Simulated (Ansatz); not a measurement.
## Run report: FeCo, geometry relaxation (part 2 of 2)

Continued. System: FeCo (Pm-3m, 2 atoms in the cell). Method: DFT PBEsol, scalar-relativistic, plane waves, PAW, spin-polarised (Ansatz 0.2.0); cutoff 420 eV, 8×8×8 k-mesh, Gaussian smearing of 0.1 eV, collinear spins. The structure derives from an entry of the Crystallography Open Database.

Geometry of the input (Å; fractional positions):
```
2.8570  0.0000  0.0000
0.0000  2.8570  0.0000
0.0000  0.0000  2.8570
Fe 0.5000  0.5000  0.5000
Co 0.0000  0.0000  0.0000
```

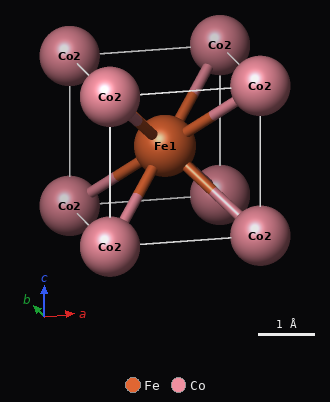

The geometry at step 2 of the log (ball-and-stick view of the cell of the calculation, seen slightly off an axis; atoms are numbered from 1 in the order of the input).

**What the program printed, continued**
```
SCF iter   1: F=—  HF=-9541.901188 eV  |F-HF|=—  |Δ(HF+E_count)|=         —  Δρ=5.89e-3 (↑5.89e-3 ↓2.96e-3)  dr2=9.55e-3  dr2_m=1.06e-3  M=4.552 μB ∫|m|=4.729 μB  β_m=0.65  ethr=2.98e-5  ⟨swp⟩=1.0  Hψ=8082  notcnv=0
preconditioner: auto → none  [metal: Δε(μ)=0.027 eV  Ē_g=10.584 eV  σ=0.100 eV  W_gap=0.15  n_scr=0 (ndim 8)  ℏωp=32.6 eV  f_vac=0.000  D(μ)=1.37/eV (n_scr^D=18)]
SCF iter   2: F=—  HF=-9541.901124 eV  |F-HF|=—  |Δ(HF+E_count)|=   6.36e-5  Δρ=5.90e-3 (↑5.90e-3 ↓4.66e-3)  dr2=1.25e-2  dr2_m=1.00e-4  M=4.559 μB ∫|m|=4.738 μB  β_m=0.29  ethr=2.89e-5  ⟨swp⟩=2.0  Hψ=3358  notcnv=0
SCF iter   3: F=—  HF=-9541.897774 eV  |F-HF|=—  |Δ(HF+E_count)|=   3.35e-3  Δρ=1.20e-3 (↑7.87e-4 ↓1.20e-3)  dr2=1.42e-4  dr2_m=1.02e-4  M=4.554 μB ∫|m|=4.732 μB  β_m=0.59  ethr=2.89e-5  ⟨swp⟩=2.3  Hψ=2890  notcnv=0  defer=3
SCF iter   4: F=—  HF=-9541.899411 eV  |F-HF|=—  |Δ(HF+E_count)|=   1.64e-3  Δρ=8.08e-4 (↑7.13e-4 ↓8.08e-4)  dr2=2.06e-4  dr2_m=3.97e-5  M=4.549 μB ∫|m|=4.727 μB  β_m=0.61  ethr=4.31e-7  ⟨swp⟩=2.0  Hψ=2988  notcnv=0  defer=8
SCF iter   5: F=—  HF=-9541.899801 eV  |F-HF|=—  |Δ(HF+E_count)|=   3.90e-4  Δρ=5.15e-4 (↑2.81e-4 ↓5.15e-4)  dr2=8.51e-5  dr2_m=1.01e-5  M=4.547 μB ∫|m|=4.725 μB  β_m=0.69  ethr=4.31e-7  ⟨swp⟩=2.0  Hψ=2827  notcnv=0  defer=8
SCF iter   6: F=—  HF=-9541.899997 eV  |F-HF|=—  |Δ(HF+E_count)|=   1.96e-4  Δρ=1.49e-4 (↑1.49e-4 ↓5.34e-5)  dr2=4.11e-6  dr2_m=9.87e-7  M=4.544 μB ∫|m|=4.721 μB  β_m=0.80  ethr=2.58e-7  ⟨swp⟩=2.0  Hψ=2791  notcnv=0  defer=9
SCF iter   7: F=—  HF=-9541.899999 eV  |F-HF|=—  |Δ(HF+E_count)|=   1.81e-6  Δρ=9.49e-5 (↑9.49e-5 ↓7.62e-5)  dr2=3.49e-6  dr2_m=8.25e-8  M=4.544 μB ∫|m|=4.721 μB  β_m=0.90  ethr=1.25e-8  ⟨swp⟩=1.2  Hψ=1859  notcnv=0  defer=9
SCF iter   8: F=—  HF=-9541.900001 eV  |F-HF|=—  |Δ(HF+E_count)|=   2.09e-6  Δρ=2.03e-5 (↑1.69e-5 ↓2.03e-5)  dr2=1.50e-7  dr2_m=1.40e-8  M=4.544 μB ∫|m|=4.721 μB  β_m=0.95  ethr=1.06e-8  ⟨swp⟩=2.2  Hψ=2382  notcnv=0  defer=9
SCF iter   9: F=—  HF=-9541.900001 eV  |F-HF|=—  |Δ(HF+E_count)|=   1.60e-7  Δρ=7.86e-6 (↑2.64e-6 ↓7.86e-6)  dr2=1.07e-8  dr2_m=3.74e-9  M=4.544 μB ∫|m|=4.721 μB  β_m=0.98  ethr=4.55e-10  ⟨swp⟩=2.1  Hψ=2812  notcnv=0  defer=9
SCF iter  10: F=-9541.900001 eV  HF=-9541.900001 eV  |F-HF|=4.37e-8  |Δ(HF+E_count)|=   2.64e-8  Δρ=1.35e-5 (↑3.90e-6 ↓1.35e-5)  dr2=5.07e-8  dr2_m=5.65e-9  M=4.544 μB ∫|m|=4.721 μB  ethr=3.25e-11  ⟨swp⟩=3.1  Hψ=5507  notcnv=0
SCF 3 converged in 10 iterations: F = -9541.900001 eV  dr2 = 5.07e-8
relax step   3: F+E_penalty+E_count = -9541.90000129 eV  Δ(F+E_penalty+E_count) = -6.253e-3 eV  max|allowed force component| = 3.366e-29 eV/Å  Δτ_max = 0.0000 Å  P = +0.459 GPa  Ω = 22.006 Å³  energy of the carried Pulay correction = +1.254e-3 eV  (10 SCF iters, dr2 threshold 2.00e-7 eV, accepted)
Initial wavefunctions: pseudopotential atomic-orbital guess (no wavefunctions were taken with the density)
iter 1 solved again at ethr=2.81e-8 eV; its pass at ethr=3.10e-3 eV (dr2=9.27e-6 eV) is discarded
SCF iter   1: F=—  HF=-9541.899003 eV  |F-HF|=—  |Δ(HF+E_count)|=         —  Δρ=2.32e-4 (↑1.46e-4 ↓2.32e-4)  dr2=9.04e-6  dr2_m=5.61e-7  M=4.544 μB ∫|m|=4.721 μB  β_m=0.65  ethr=2.81e-8  ⟨swp⟩=3.1  Hψ=11534  notcnv=0
preconditioner: auto → none  [metal: Δε(μ)=0.025 eV  Ē_g=10.606 eV  σ=0.100 eV  W_gap=0.14  n_scr=0 (ndim 8)  ℏωp=32.6 eV  f_vac=0.000  D(μ)=1.45/eV (n_scr^D=18)]
SCF iter   2: F=—  HF=-9541.899004 eV  |F-HF|=—  |Δ(HF+E_count)|=   1.71e-6  Δρ=1.08e-4 (↑1.08e-4 ↓5.48e-5)  dr2=3.65e-6  dr2_m=2.40e-7  M=4.544 μB ∫|m|=4.721 μB  β_m=0.46  ethr=2.74e-8  ⟨swp⟩=2.0  Hψ=2794  notcnv=0
SCF iter   3: F=—  HF=-9541.899004 eV  |F-HF|=—  |Δ(HF+E_count)|=  6.04e-10  Δρ=6.66e-5 (↑6.66e-5 ↓6.61e-5)  dr2=1.34e-6  dr2_m=1.73e-8  M=4.544 μB ∫|m|=4.721 μB  β_m=0.44  ethr=1.11e-8  ⟨swp⟩=2.0  Hψ=2829  notcnv=0
SCF iter   4: F=—  HF=-9541.899004 eV  |F-HF|=—  |Δ(HF+E_count)|=   2.31e-7  Δρ=1.38e-5 (↑1.38e-5 ↓1.15e-5)  dr2=2.10e-8  dr2_m=1.27e-8  M=4.544 μB ∫|m|=4.721 μB  β_m=0.72  ethr=4.06e-9  ⟨swp⟩=1.7  Hψ=2187  notcnv=0
SCF iter   5: F=—  HF=-9541.899005 eV  |F-HF|=—  |Δ(HF+E_count)|=   2.76e-7  Δρ=1.90e-5 (↑1.90e-5 ↓1.33e-5)  dr2=6.02e-8  dr2_m=3.08e-8  M=4.544 μB ∫|m|=4.721 μB  β_m=0.72  ethr=6.36e-11  ⟨swp⟩=2.0  Hψ=2848  notcnv=0
SCF iter   6: F=—  HF=-9541.899005 eV  |F-HF|=—  |Δ(HF+E_count)|=   6.76e-8  Δρ=7.19e-6 (↑7.19e-6 ↓6.59e-6)  dr2=4.10e-9  dr2_m=8.27e-9  M=4.544 μB ∫|m|=4.721 μB  β_m=0.82  ethr=6.36e-11  ⟨swp⟩=2.0  Hψ=2851  notcnv=0
SCF iter   7: F=—  HF=-9541.899005 eV  |F-HF|=—  |Δ(HF+E_count)|=   1.39e-8  Δρ=4.92e-6 (↑4.08e-6 ↓4.92e-6)  dr2=1.00e-8  dr2_m=8.39e-11  M=4.544 μB ∫|m|=4.721 μB  β_m=0.79  ethr=1.24e-11  ⟨swp⟩=2.5  Hψ=2928  notcnv=0
SCF iter   8: F=—  HF=-9541.899005 eV  |F-HF|=—  |Δ(HF+E_count)|=   2.14e-9  Δρ=1.62e-6 (↑9.42e-7 ↓1.62e-6)  dr2=8.55e-10  dr2_m=2.56e-11  M=4.544 μB ∫|m|=4.721 μB  β_m=0.89  ethr=1.24e-11  ⟨swp⟩=2.0  Hψ=2831  notcnv=0
SCF iter   9: F=—  HF=-9541.899005 eV  |F-HF|=—  |Δ(HF+E_count)|=  7.08e-10  Δρ=4.13e-7 (↑1.21e-7 ↓4.13e-7)  dr2=4.45e-11  dr2_m=5.10e-12  M=4.544 μB ∫|m|=4.721 μB  β_m=0.88  ethr=2.59e-12  ⟨swp⟩=2.4  Hψ=2866  notcnv=0
SCF iter  10: F=-9541.899005 eV  HF=-9541.899005 eV  |F-HF|=1.82e-11  |Δ(HF+E_count)|=  2.55e-11  Δρ=2.75e-7 (↑4.31e-8 ↓2.75e-7)  dr2=1.97e-11  dr2_m=2.81e-12  M=4.544 μB ∫|m|=4.721 μB  ethr=1.00e-12  ⟨swp⟩=2.0  Hψ=4818  notcnv=0
SCF 4 converged in 10 iterations: F = -9541.899005 eV  dr2 = 1.97e-11
relax step   4: F+E_penalty+E_count = -9541.89900459 eV  Δ(F+E_penalty+E_count) = +9.967e-4 eV  max|allowed force component| = 2.235e-29 eV/Å  Δτ_max = 0.0000 Å  P = +0.417 GPa  Ω = 22.006 Å³  stress off target by 4.17e-1 GPa  SCF on the basis re-selected at this cell (its energy is not comparable with the rows above)  (10 SCF iters)
basis re-selected at this cell: Δ(F+E_penalty+E_count) = +9.967e-4 eV, ΔP = -0.042 GPa vs the last step (what re-selecting the basis moved, of the pressure what is left beyond the Pulay correction that the steps carried, after the strain that the cell walked since its last selection, with what the two solves' SCF thresholds leave and, on support functions, any second-order correction that the steps lacked; it is no measure of the basis error at this ecutwfc). This SCF's stress stands 4.17e-1 GPa from its target on what of the cell is left free (relax.cell.stress_tol is 5.00e-1 GPa) and its largest allowed force component is 2.24e-29 eV/Å (relax.f_tol is 5.00e-2 eV/Å): within both
SCF converged after 10 iterations
Magnetization: 4.5443 μB (18.7721 up, 14.2279 down)
Absolute magnetization: 4.7212 μB (∫|ρ↑−ρ↓|, with the PAW one-centre terms)
Spin contamination: 0.0597 ħ² per cell (⟨S²⟩ above its minimum at these occupations)
Per-site moments (μB) at R_I (Å): [(2.7725921993508296, 1.0010793869077559), (1.8229858342226575, 1.0010793869077559)]
Free energy (F): -9541.899005 eV
Harris-Foulkes:  -9541.899005 eV  (|F-HF|=1.82e-11)
Internal energy: -9541.891760 eV  (E = F + TS)
E sigma→0 (E₀):  -9541.895382 eV
Entropy (-TS):   -0.007244 eV (-3.622 meV/atom)
Fermi energy:    19.130976 eV
--- Per-component energies (eV) ---
  E_band       = -452.707056
  E_kinetic    = 803.413151
  E_local      = -4879.315680  (includes V_loc(G=0)·N_el)
  E_nonlocal   = 676.752289
  E_hartree    = 2043.621997
  E_xc         = -274.949647
  E_vxc        = -356.044802  (∫ρ·V_xc dr)
  E_paw        = -2818.020382  (= ΣΔE_a)
  E_vpaw       = -784.757076  (= ΣTr[D̂ρ^β])
  E_aug_tail   = 0.000958  (compensation charges beyond the density's cutoff)
  E_ewald      = -5093.762067
  E_core_change = 0.367621  (= ΣΔE_core)
  E_smearing   = -0.007244  (= −TS)
  E_closure    = -0.000000  (closes the sum)
  Σ components = -9541.899005   (vs F -9541.899005, Δ=0.00e0)
--- Forces (eV/Å), atoms counted from 1 ---
  atom   1  Fe    -0.00000000     0.00000000     0.00000000
  atom   2  Co     0.00000000    -0.00000000     0.00000000
  max |Σ_I F_I| component: 3.94e-29 eV/Å
--- Stress (GPa, compression-positive) ---
        0.417427      -0.000000      -0.000000
       -0.000000       0.417427      -0.000000
       -0.000000      -0.000000       0.417427
  P = ⅓ Tr σ = 0.4174 GPa (4.174 kbar)
--- Band table (eV; the first three rows and the last of 70) ---
  k-point 0 ↑: bands = ["-77.0347", "-69.4886", "-40.4084", "-40.4084", "-40.4084", "-35.6175", "-35.6175", "-35.6175", "9.7002", "13.4953", "13.4953", "15.9796", "15.9796", "15.9796", "17.2113", "17.2113", "18.3681", "18.3681", "18.3681", "28.3614", "28.3614", "28.3614", "34.1795", "34.1795"]
  k-point 1 ↑: bands = ["-77.0341", "-69.4877", "-40.4148", "-40.4073", "-40.4073", "-35.6290", "-35.6174", "-35.6174", "10.0283", "13.6305", "13.6320", "15.9786", "15.9786", "16.0667", "17.0699", "17.2667", "18.1116", "18.1116", "18.2736", "26.3888", "28.9644", "28.9644", "34.2742", "35.4602"]
  k-point 2 ↑: bands = ["-77.0326", "-69.4857", "-40.4303", "-40.4048", "-40.4048", "-35.6568", "-35.6169", "-35.6169", "10.9642", "13.9394", "14.0248", "16.0047", "16.0047", "16.3166", "16.6648", "17.4241", "17.5238", "17.5238", "18.0060", "23.1815", "30.5791", "30.5791", "34.5774", "36.5012"]
  k-point 34 ↓: bands = ["-74.8098", "-66.2435", "-38.2887", "-38.2887", "-38.2887", "-32.5366", "-32.5366", "-32.5366", "16.3915", "16.3915", "16.3915", "16.7646", "16.7646", "16.7646", "19.7420", "19.7420", "20.7413", "20.7413", "27.9021", "27.9021", "27.9021", "28.2561", "28.2561", "28.2561"]
--- Relaxed structure (3 steps of the walk, 3 accepted, 1 SCFs on fresh bases) ---
  F+E_penalty+E_count = -9541.89900459 eV   max|allowed force component| = 2.235e-29 eV/Å   (the final SCF, on the basis selected at the relaxed cell)
  cell:  # Å, volume = 22.0060 Å³
    - [2.8022955321763807, 3.209883240645393e-34, 6.419766481290786e-35]
    - [3.851859888774472e-34, 2.8022955321763807, 0.0]
    - [6.419766481290786e-35, 0.0, 2.8022955321763807]
  atoms:
    - { symbol: Fe, position: [0.49999999999999994, 0.49999999999999994, 0.49999999999999994] }
    - { symbol: Co, position: [-1.4043941374547469e-36, 5.266478015546308e-37, 1.755492671912634e-37] }
--- Löwdin populations: 2 sites ---
  site symbol       q [e]    m [muB]
     0     Fe     15.7487     2.8448
     1     Co     16.7609     1.8158
  spilling = 0.014862 (of n_electrons = 33.000000)
```

**File populations.tsv**
```
# site	symbol	l	j	q_up	q_dn
# orbitals = lowdin
# n_electrons = 33.000000
# spilling = 0.014862
0	Fe	0_3S	-	0.993112	0.993518
0	Fe	0_4S	-	0.484010	0.484892
0	Fe	1_3P	-	2.998662	2.998301
0	Fe	2_3D	-	4.820930	1.975241
1	Co	0_3S	-	0.993153	0.993122
1	Co	0_4S	-	0.476054	0.487328
1	Co	1_3P	-	2.998838	2.997967
1	Co	2_3D	-	4.820274	2.994143
```

**Trajectory as extended XYZ (Å, eV, eV/Å), 4 frames, from step=1 to step=4**
```
2
Lattice="2.8570 0.0000 0.0000 0.0000 2.8570 0.0000 0.0000 0.0000 2.8570" Properties=species:S:1:pos:R:3:forces:R:3 step=1 energy=-9541.85396 pressure_GPa=-10.79
Fe    1.4285    1.4285    1.4285    0.0000   0.0000   0.0000
Co    0.0000    0.0000    0.0000    0.0000   0.0000   0.0000
2
Lattice="2.8228 0.0000 0.0000 0.0000 2.8228 0.0000 0.0000 0.0000 2.8228" Properties=species:S:1:pos:R:3:forces:R:3 step=2 energy=-9541.89375 pressure_GPa=-4.15
Fe    1.4114    1.4114    1.4114    0.0000   0.0000   0.0000
Co    0.0000    0.0000    0.0000    0.0000   0.0000   0.0000
2
Lattice="2.8023 0.0000 0.0000 0.0000 2.8023 0.0000 0.0000 0.0000 2.8023" Properties=species:S:1:pos:R:3:forces:R:3 step=3 energy=-9541.90000 pressure_GPa=0.46
Fe    1.4011    1.4011    1.4011    0.0000   0.0000   0.0000
Co    0.0000    0.0000    0.0000    0.0000   0.0000   0.0000
2
Lattice="2.8023 0.0000 0.0000 0.0000 2.8023 0.0000 0.0000 0.0000 2.8023" Properties=species:S:1:pos:R:3:forces:R:3 step=4 energy=-9541.89900 pressure_GPa=0.42
Fe    1.4011    1.4011    1.4011    0.0000   0.0000   0.0000
Co    0.0000    0.0000    0.0000    0.0000   0.0000   0.0000
```

**Results in brief**

```tsv
quantity	value
outcome	converged
space group (tolerance 0.01 Å)	Pm-3m (221)
electrons treated	33
free energy	−9541.8990 eV
Fermi energy	19.131 eV
gap on the k-point mesh	none (metallic)
net moment of the cell	4.54 μB
integrated absolute moment	4.72 μB
pressure	0.42 GPa
final volume	22.01 Å³
largest force (length of the vector) at the end	under 0.001 eV/Å
final cell	a = 2.802 Å, b = 2.802 Å, c = 2.802 Å, α = 90.00°, β = 90.00°, γ = 90.00°
hardware	4 threads of Arm Neoverse V2, 24 GiB of memory available, shared host
wall time	4.3 s (CPU time 14 s)
peak memory	0.33 GiB
```
